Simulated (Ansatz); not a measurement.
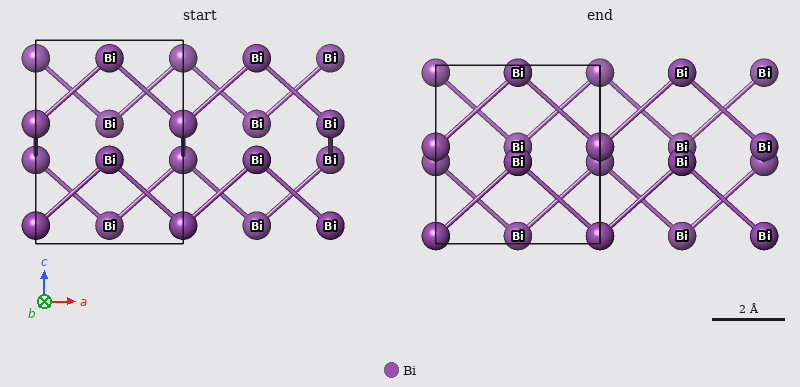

The structure of crystalline Bi (a generated structure, set up in Cmce) (coarse preliminary run) before (left) and after (right) a relaxation, at one scale.

The picture is a ball-and-stick view of the conventional cell (2 times the calculation's cell), repeated 2 × 1 × 1 with one cell outlined, seen along the b axis. Lengths and directions refer to the drawn axes.

Case: P → Bi on all its sites, cell and atoms relaxed.

The calculation used DFT r2SCAN, scalar-relativistic, plane waves, PAW (Ansatz 0.2.0). (plane-wave cutoff 500 eV; k-point mesh 6 × 6 × 4; occupations gaussian; smearing width 0.1 eV; no spin polarisation; cell and atoms relaxed; force threshold 0.05 eV/Å; at most 60 steps)

**Describe what moved and what it gained.**

The largest moves relative to the cell, 0.35 Å, are those of Bi atoms. Cell: a 4.097 → 4.566 Å (+11.4 %), b 13.682 → 12.843 Å (−6.1 %), c 5.656 → 4.964 Å (−12.2 %). Volume −8.2 %. Among the contacts that change: Bi–Bi 2.745 → 3.075 Å, Bi–Bi 2.796 → 3.019 Å. Among the angles between lasting bonds that change: Bi–Bi–Bi 103.8° → 95.4°. The space group stays Cmce (No. 64). After 5 accepted moves (6 points after the start) the energy has fallen by 453 meV per atom. The largest force component goes from 2.6 to 0.011 eV/Å. The pressure goes from 11.72 to 0.14 GPa. The SCF was repeated once at an unchanged geometry on a basis and grid sized afresh for the cell, which shifted the energy by 0.2 meV per atom at most. Cost: 3.9 min on 1 thread of Arm Neoverse V1 (shared host), peak memory 1.1 GiB.
